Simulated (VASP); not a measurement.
## Run report: Se, geometry relaxation

- system: Se (R-3m, 1 atom in the cell)
- method: Kohn-Sham DFT of a periodic cell, LDA, VASP PAW LDA potentials, recommended, no spin polarisation (VASP 6.6.1)

The structure derives from an entry of the Crystallography Open Database.

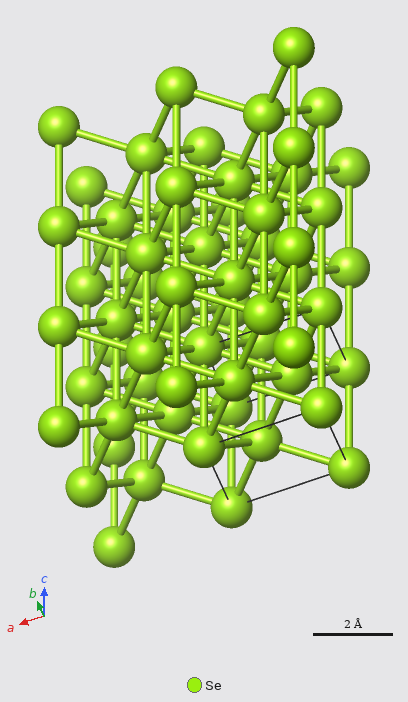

The starting structure (ball-and-stick view of the cell 3 times as large as that of the calculation, set on its symmetry axes, repeated 2 × 2 × 3, seen at an oblique angle).

**Summary**

```tsv
quantity	value
outcome	converged
space group (tolerance 0.01 Å)	R-3m (166)
electrons treated	6
free energy	−2.1925 eV
Fermi energy	13.777 eV
gap on the k-point mesh	none (metallic)
pressure	109.97 GPa
final volume	12.18 Å³
largest force (length of the vector) at the end	under 0.001 eV/Å
final cell	a = 2.438 Å, b = 2.438 Å, c = 2.438 Å, α = 106.64°, β = 106.64°, γ = 106.64°
hardware	1 thread of Intel Xeon @ 2.50GHz (Skylake/Cascade Lake), 64 GiB of memory available, shared host
wall time	52 s
peak memory	0.19 GiB
```

The cell was relaxed to the target pressure of the input; what is minimised is then the enthalpy E + pV.

**INCAR**
```
ALGO = Normal ; EDIFF = 1E-7
EDIFFG = -0.005 ; ENCUT = 600
IBRION = 2 ; ISIF = 3
ISMEAR = 0 ; LASPH = T
LCHARG = F ; LREAL = F
LWAVE = F ; NELM = 80
NSW = 90 ; PREC = Accurate
PSTRESS = 1100.0 ; SIGMA = 0.03
```

**KPOINTS**
```
k-points
0
Gamma
  15 15 13
```

**POSCAR**
```
Se                                      
1.0
    1.9546396243      1.1285117133      0.9204279739
   -1.9546396243      1.1285117133      0.9204279739
    0.0000000000     -2.2570234267      0.9204279739
  Se            
     1
Direct
     0.0000000000000000    0.0000000000000000    0.0000000000000000
```

Run as:
```bash
cat potpaw_LDA.64/Se/POTCAR > POTCAR
mpirun -np 1 vasp_std > vasp.out
```

**OSZICAR**
```
N       E                     dE             d eps       ncg     rms          rms(c)
DAV:   1     0.116013366183E+02    0.11601E+02   -0.36628E+03 11291   0.875E+02
DAV:   2    -0.208813858317E+01   -0.13689E+02   -0.13059E+02 15533   0.925E+01
DAV:   3    -0.222296263206E+01   -0.13482E+00   -0.13366E+00 12712   0.103E+01
DAV:   4    -0.222304300263E+01   -0.80371E-04   -0.80371E-04 17374   0.260E-01
DAV:   5    -0.222304301780E+01   -0.15172E-07   -0.15411E-07 12929   0.229E-03    0.960E+00
DAV:   6    -0.220278137145E+01    0.20262E-01   -0.36651E-03 13510   0.477E-01    0.580E+00
DAV:   7    -0.219276416873E+01    0.10017E-01   -0.61952E-03 13083   0.650E-01    0.699E-02
DAV:   8    -0.219267309884E+01    0.91070E-04   -0.17268E-04 13097   0.103E-01    0.981E-03
DAV:   9    -0.219267237674E+01    0.72210E-06   -0.63998E-06 16702   0.200E-02    0.468E-03
DAV:  10    -0.219267239104E+01   -0.14305E-07   -0.99224E-08 12222   0.275E-03
   1 F= 0.61709792E+01 E0= 0.61710462E+01  d E =0.617098E+01
       N       E                     dE             d eps       ncg     rms          rms(c)
DAV:   1    -0.219250655825E+01    0.16582E-03   -0.34504E-04 13720   0.120E-01    0.112E-02
DAV:   2    -0.219250508355E+01    0.14747E-05   -0.66091E-06 12880   0.235E-02    0.532E-03
DAV:   3    -0.219250424258E+01    0.84097E-06   -0.21757E-06 15246   0.954E-03    0.746E-04
DAV:   4    -0.219250424209E+01    0.49329E-09   -0.38398E-08  7665   0.197E-03
   2 F= 0.61709762E+01 E0= 0.61710371E+01  d E =-.302309E-05
```

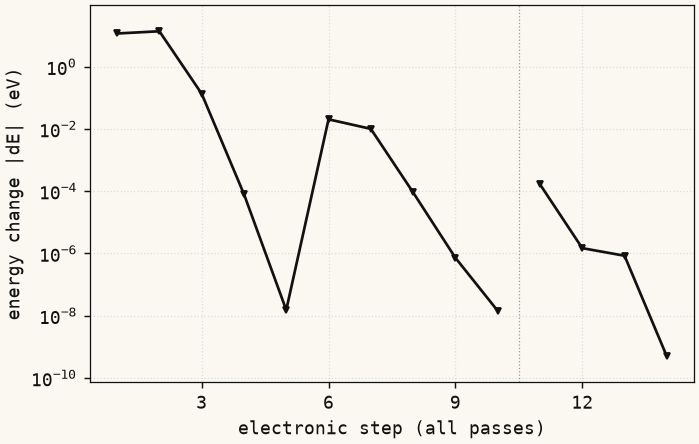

Convergence of the self-consistent field: energy change |dE| against the electronic step. Each stretch between dotted lines is the SCF of one geometry step of a relaxation. The 2 ionic steps take 4 to 10 electronic steps each. The density is held fixed in the first few steps, and dE rises again when its update begins.

**Parts of OUTCAR**
```
EDIFF = 1E-7
   EDIFFG = -0.005
   ENCUT = 600
   IBRION = 2
   ISIF = 3
   ISMEAR = 0
   LASPH = T
   LREAL = F
   NELM = 80
   NSW = 90
   PREC = Accurate
   PSTRESS = 1100.0

 ion  position               nearest neighbor table
   1  0.000  0.000  0.000-

  LATTYP: Found a trigonal (rhomboedric) cell.
 ALAT       =     2.4374869032
 COS(alpha) =    -0.2861120608

  Lattice vectors:

 A1 = (   1.9546396243,   1.1285117133,   0.9204279739)
 A2 = (  -1.9546396243,   1.1285117133,   0.9204279739)
 A3 = (   0.0000000000,  -2.2570234267,   0.9204279739)

Analysis of symmetry for initial positions (statically):
=====================================================================
 Subroutine PRICEL returns:
 Original cell was already a primitive cell.

 Routine SETGRP: Setting up the symmetry group for a
 trigonal (rhombohedral) supercell.

 Subroutine GETGRP returns: Found 12 space group operations
 (whereof 12 operations were pure point group operations)
 out of a pool of 12 trial point group operations.

The static configuration has the point symmetry D_3d.

Analysis of symmetry for dynamics (positions and initial velocities):
=====================================================================
 Subroutine PRICEL returns:
 Original cell was already a primitive cell.

 Routine SETGRP: Setting up the symmetry group for a
 trigonal (rhombohedral) supercell.

 Subroutine GETGRP returns: Found 12 space group operations
 (whereof 12 operations were pure point group operations)
 out of a pool of 12 trial point group operations.

The dynamic configuration has the point symmetry D_3d.

 Subroutine INISYM returns: Found 12 space group operations
 (whereof 12 operations are pure point group operations),
 and found     1 'primitive' translations

----------------------------------------------------------------------------------------

                                     Primitive cell

  volume of cell :      12.1819

  direct lattice vectors                    reciprocal lattice vectors
     1.954639624  1.128511713  0.920427974     0.255801629  0.147687139  0.362150372
    -1.954639624  1.128511713  0.920427974    -0.255801629  0.147687139  0.362150372
     0.000000000 -2.257023427  0.920427974     0.000000000 -0.295374279  0.362150372

  length of vectors
     2.437486903  2.437486903  2.437486903     0.467331635  0.467331635  0.467331634

  position of ions in fractional coordinates (direct lattice)
     0.000000000  0.000000000  0.000000000

  ion indices of the primitive-cell ions
   primitive index   ion index
                 1           1

----------------------------------------------------------------------------------------

 KPOINTS: k-points

Automatic generation of k-mesh.
 Grid dimensions read from file:
 generate k-points for:   15   15   13

 Generating k-lattice:

  Cartesian coordinates                     Fractional coordinates (reciprocal lattice)
     0.017053442  0.009845809  0.024143358     0.066666667  0.000000000  0.000000000
    -0.017053442  0.009845809  0.024143358     0.000000000  0.066666667  0.000000000
     0.000000000 -0.022721098  0.027857721    -0.000000000 -0.000000000  0.076923077

  Length of vectors
     0.031155442  0.031155442  0.035948587

  Shift w.r.t. Gamma in fractional coordinates (k-lattice)
     0.000000000  0.000000000  0.000000000

 -----------------------------------------------------------------------------
|                                                                             |
|           W    W    AA    RRRRR   N    N  II  N    N   GGGG   !!!           |
|           W    W   A  A   R    R  NN   N  II  NN   N  G    G  !!!           |
|           W    W  A    A  R    R  N N  N  II  N N  N  G       !!!           |
|           W WW W  AAAAAA  RRRRR   N  N N  II  N  N N  G  GGG   !            |
|           WW  WW  A    A  R   R   N   NN  II  N   NN  G    G                |
|           W    W  A    A  R    R  N    N  II  N    N   GGGG   !!!           |
|                                                                             |
|     Your reciprocal lattice and k-lattice belong to different lattice       |
|     classes:                                                                |
|                                                                             |
|        The reciprocal lattice is rhombohedral (trigonal),                   |
|        whereas your k-lattice is base-centered monoclinic.                  |
|                                                                             |
|     Results are often still useful ...                                      |
|                                                                             |
 -----------------------------------------------------------------------------

 WARNING: IBZKPT: internal override: KBLOWUP is changed to .FALSE.
      ... skipping the blow-up phase ...

 Subroutine IBZKPT returns following result:
 ===========================================

 Found    784 irreducible k-points:

 Following reciprocal coordinates:
            Coordinates               Weight
  0.000000  0.000000  0.000000      1.000000
  0.066667 -0.000000  0.000000      4.000000
  0.133333 -0.000000  0.000000      4.000000
  0.200000  0.000000  0.000000      4.000000
  0.266667 -0.000000  0.000000      4.000000
  0.333333 -0.000000  0.000000      4.000000
  0.400000  0.000000 -0.000000      4.000000
  0.466667 -0.000000  0.000000      4.000000
  0.066667  0.066667  0.000000      2.000000
  0.133333  0.066667  0.000000      4.000000
  0.200000  0.066667 -0.000000      4.000000
  0.266667  0.066667  0.000000      4.000000
  0.333333  0.066667  0.000000      4.000000
  0.400000  0.066667  0.000000      4.000000
  0.466667  0.066667  0.000000      4.000000
 -0.466667  0.066667  0.000000      4.000000
 -0.400000  0.066667  0.000000      4.000000
 -0.333333  0.066667 -0.000000      4.000000
 -0.266667  0.066667  0.000000      4.000000
 -0.200000  0.066667  0.000000      4.000000
 -0.133333  0.066667  0.000000      4.000000
 -0.066667  0.066667  0.000000      2.000000
  0.133333  0.133333  0.000000      2.000000
  0.200000  0.133333  0.000000      4.000000
 [... further k-points ...]
   k-points           NKPTS =    784   k-points in BZ     NKDIM =    784   number of bands    NBANDS=      7
   number of dos      NEDOS =    301   number of ions     NIONS =      1
   total plane-waves  NPLWV =   8000
   dimension x,y,z NGX =    20 NGY =   20 NGZ =   20
   dimension x,y,z NGXF=    40 NGYF=   40 NGZF=   40
   ions per type =               1
   NGX,Y,Z   is equivalent  to a cutoff of  13.64, 13.64, 13.64 a.u.
   NGXF,Y,Z  is equivalent  to a cutoff of  27.28, 27.28, 27.28 a.u.
 SYSTEM =  unknown system
   PREC   = accura    normal or accurate (medium, high low for compatibility)
   ISTART =      0    job   : 0-new  1-cont  2-samecut
   ICHARG =      2    charge: 1-file 2-atom 10-const
   ISPIN  =      1    spin polarized calculation?
   LNONCOLLINEAR =      F non collinear calculations
   LSORBIT =      F    spin-orbit coupling
   LASPH  =      T    aspherical Exc in radial PAW
   ENCUT  =  600.0 eV  44.10 Ry    6.64 a.u.   4.87  4.87  4.87*2*pi/ulx,y,z
   NELM   =     80;   NELMIN=  2; NELMDL= -5     # of ELM steps
   EDIFF  = 0.1E-06   stopping-criterion for ELM
   LREAL  =      F    real-space projection
   EDIFFG = -.5E-02   stopping-criterion for IOM
   NSW    =     90    number of steps for IOM
   IBRION =      2    ionic relax: 0-MD 1-quasi-New 2-CG
   NFREE  =      1    steps in history (QN), initial steepest desc. (CG)
   ISIF   =      3    stress and relaxation
   ISYM   =      2    0-nonsym 1-usesym 2-fastsym
   POTIM  = 0.5000    time-step for ionic-motion
   TEBEG  =    0.0;   TEEND  =   0.0 temperature during run
   PSTRESS= 1100.0 pullay stress
   NELECT =       6.0000    total number of electrons
   NUPDOWN=      -1.0000    fix difference up-down
   EMIN   =  10.00;   EMAX   =-10.00  energy-range for DOS
   EFERMI =   0.00;   METHOD = LEGACY
   ISMEAR =     0;   SIGMA  =   0.03  broadening in eV -4-tet -1-fermi 0-gaus
   EFERMI_NEDOS =   21; number of points for ismear=-14 and -15
   IALGO  =     38    algorithm
   IMIX   =      4    mixing-type and parameters
     AMIX     =   0.40;   BMIX     =  1.00
     AMIX_MAG =   1.60;   BMIX_MAG =  1.00
  volume/ion in A,a.u.               =      12.18        82.21
  Fermi-wavevector in a.u.,A,eV,Ry     =   1.292867  2.443165 22.742220  1.671506
  Thomas-Fermi vector in A             =   2.424549
   LORBIT       =      0    0 simple, 1 ext, 2 COOP (PROOUT), +10 PAW based schemes
   GGA     = CA    functional components
   LHFCALC =     F    Hartree Fock is set to
   AEXX    =    0.0000 exact exchange contribution
   IVDW    =     0    specifies the selected vdW correction
   LEPSILON=     F    determine dielectric tensor
   LRPA    =     F    only Hartree local field effects (RPA)
 conjugate gradient relaxation of ions
 non-spin polarized calculation
 Gauss-broadening in eV      SIGMA  =   0.03
  energy-cutoff  :      600.00
  volume of cell :       12.18
 maximum number of plane-waves:       427
   NGX =  9   NGY =  9   NGZ =  9

--------------------------------------- Ionic step        1  -------------------------------------------

 number of electron       6.0000001 magnetization

 Free energy of the ion-electron system (eV)
  ---------------------------------------------------
  ext. energy  EPLUGINS =         0.00000000
  ---------------------------------------------------
  free energy    TOTEN  =        -2.19267239 eV

  energy without entropy =       -2.19253837  energy(sigma->0) =       -2.19260538

------------------------ aborting loop because EDIFF is reached ----------------------------------------

  FORCE on cell =-STRESS in cart. coord.  units (eV):
  Direction    XX          YY          ZZ          XY          YZ          ZX
  --------------------------------------------------------------------------------------
  -------------------------------------------------------------------------------------
  Total        8.3682822      8.3682822      8.3539694      0.0000000     -0.0000000     -0.0000000
  in kB     1100.6090289   1100.6090291   1098.7265790      0.0000000     -0.0000000     -0.0000000
  external PRESSURE =      -0.0184543 kB  Pullay stress =    1100.0000000 kB

 VOLUME and BASIS-vectors are now :
 -----------------------------------------------------------------------------
  energy-cutoff  :      600.00
  volume of cell :       12.18
      direct lattice vectors                 reciprocal lattice vectors
     1.954639624  1.128511713  0.920427974     0.255801629  0.147687139  0.362150372
    -1.954639624  1.128511713  0.920427974    -0.255801629  0.147687139  0.362150372
     0.000000000 -2.257023427  0.920427974     0.000000000 -0.295374279  0.362150372

 POSITION                                       TOTAL-FORCE (eV/Angst)
 -----------------------------------------------------------------------------------
      0.00000      0.00000      0.00000        -0.000000     -0.000000      0.000000
 -----------------------------------------------------------------------------------
    total drift:                               -0.000000     -0.000000      0.000000

  FREE ENERGIE OF THE ION-ELECTRON SYSTEM (eV)
  ---------------------------------------------------
  free  energy   TOTEN  =        -2.1926723910 eV

  energy  without entropy=       -2.1925383719  energy(sigma->0) =       -2.19260538

  enthalpy is  TOTEN    =         6.1709791871 eV   P V=        8.3636515781

--------------------------------------- Ionic step        2  -------------------------------------------

 number of electron       6.0000001 magnetization

 Free energy of the ion-electron system (eV)
  ---------------------------------------------------
  ext. energy  EPLUGINS =         0.00000000
  ---------------------------------------------------
  free energy    TOTEN  =        -2.19250424 eV

  energy without entropy =       -2.19238243  energy(sigma->0) =       -2.19244334

 E-fermi :  13.7774     XC(G=0): -13.1441     alpha+bet :-18.1435

 val. band max:       13.7717217906   @ k =  -0.1333   0.1333   0.3077
 cond. band min:      13.7773915756   @ k =   0.4000   0.1333   0.0769
 fundamental gap:      0.0056697850
 Fermi energy:        13.7773531228

 k-point     1 :       0.0000    0.0000    0.0000
  band No.  band energies     occupation
      1      -8.7315      2.00000
      2      18.2773      0.00000
      3      20.5960      0.00000
      4      20.5960      0.00000
      5      25.5974      0.00000
      6      25.5974      0.00000
      7      28.2227      0.00000

 k-point     2 :       0.0667   -0.0000    0.0000
  band No.  band energies     occupation
      1      -8.5903      2.00000
      2      17.4796      0.00000
      3      19.5189      0.00000
      4      20.4044      0.00000
      5      25.5639      0.00000
      6      26.5743      0.00000
      7      28.4555      0.00000

 k-point     3 :       0.1333   -0.0000    0.0000
  band No.  band energies     occupation
      1      -8.1673      2.00000
      2      14.9955      0.00000
      3      18.3777      0.00000
      4      19.9401      0.00000
      5      25.2461      0.00000
      6      26.8153      0.00000
      7      29.3943      0.00000

 k-point     4 :       0.2000    0.0000    0.0000
  band No.  band energies     occupation
      1      -7.4657      2.00000
      2      11.9453      2.00000
      3      17.4984      0.00000
      4      19.3948      0.00000
      5      24.4927      0.00000
      6      25.7783      0.00000
      7      31.3414      0.00000

 k-point     5 :       0.2667   -0.0000    0.0000
  band No.  band energies     occupation
      1      -6.4934      2.00000
      2       8.9265      2.00000
      3      16.7393      0.00000
      4      18.8985      0.00000
      5      23.5617      0.00000
      6      24.7108      0.00000
      7      32.2727      0.00000

 [... the levels of 18 k-points are left out ...]

 k-point    24 :       0.2000    0.1333    0.0000
  band No.  band energies     occupation
      1      -6.2591      2.00000
      2       9.9733      2.00000
      3      12.6686      2.00000
      4      17.2242      0.00000
      5      25.7202      0.00000
      6      28.2529      0.00000
      7      31.4393      0.00000

 [... further k-points ...]

------------------------ aborting loop because EDIFF is reached ----------------------------------------

  FORCE on cell =-STRESS in cart. coord.  units (eV):
  Direction    XX          YY          ZZ          XY          YZ          ZX
  --------------------------------------------------------------------------------------
  -------------------------------------------------------------------------------------
  Total        8.3605867      8.3605867      8.3624259      0.0000000     -0.0000000      0.0000000
  in kB     1099.6194017   1099.6194020   1099.8613048      0.0000000     -0.0000001      0.0000000
  external PRESSURE =      -0.2999638 kB  Pullay stress =    1100.0000000 kB

 VOLUME and BASIS-vectors are now :
 -----------------------------------------------------------------------------
  energy-cutoff  :      600.00
  volume of cell :       12.18
      direct lattice vectors                 reciprocal lattice vectors
     1.955076280  1.128763817  0.919998045     0.255744497  0.147654154  0.362319610
    -1.955076280  1.128763817  0.919998045    -0.255744497  0.147654154  0.362319610
     0.000000000 -2.257527633  0.919998045     0.000000000 -0.295308308  0.362319610

 POSITION                                       TOTAL-FORCE (eV/Angst)
 -----------------------------------------------------------------------------------
      1.95508      1.12876      0.92000         0.000000     -0.000000     -0.000000
 -----------------------------------------------------------------------------------
    total drift:                                0.000000      0.000000     -0.000000

  FREE ENERGIE OF THE ION-ELECTRON SYSTEM (eV)
  ---------------------------------------------------
  free  energy   TOTEN  =        -2.1925042421 eV

  energy  without entropy=       -2.1923824296  energy(sigma->0) =       -2.19244334

  enthalpy is  TOTEN    =         6.1709761640 eV   P V=        8.3634804061

 reached required accuracy - stopping structural energy minimisation
```

**CONTCAR**
```
Se
   1.00000000000000
     1.9550762799202117    1.1287638165870197    0.9199980453790210
    -1.9550762799202117    1.1287638165870197    0.9199980453790210
     0.0000000000000000   -2.2575276333143632    0.9199980454284339
  Se
     1
Direct
     1.0000000000000000    0.0000000000000000    0.0000000000000000

  0.00000000E+00  0.00000000E+00  0.00000000E+00
```

**Trajectory as extended XYZ (Å, eV, eV/Å), 2 frames, from step=0 to step=1**
```
1
Lattice="1.9546 1.1285 0.9204 -1.9546 1.1285 0.9204 0.0000 -2.2570 0.9204" Properties=species:S:1:pos:R:3:forces:R:3 step=0 energy=-2.19268
Se    0.0000    0.0000    0.0000    0.0000   0.0000   0.0000
1
Lattice="1.9551 1.1288 0.9200 -1.9551 1.1288 0.9200 0.0000 -2.2575 0.9200" Properties=species:S:1:pos:R:3:forces:R:3 step=1 energy=-2.19251
Se    1.9551    1.1288    0.9200    0.0000   0.0000   0.0000
```
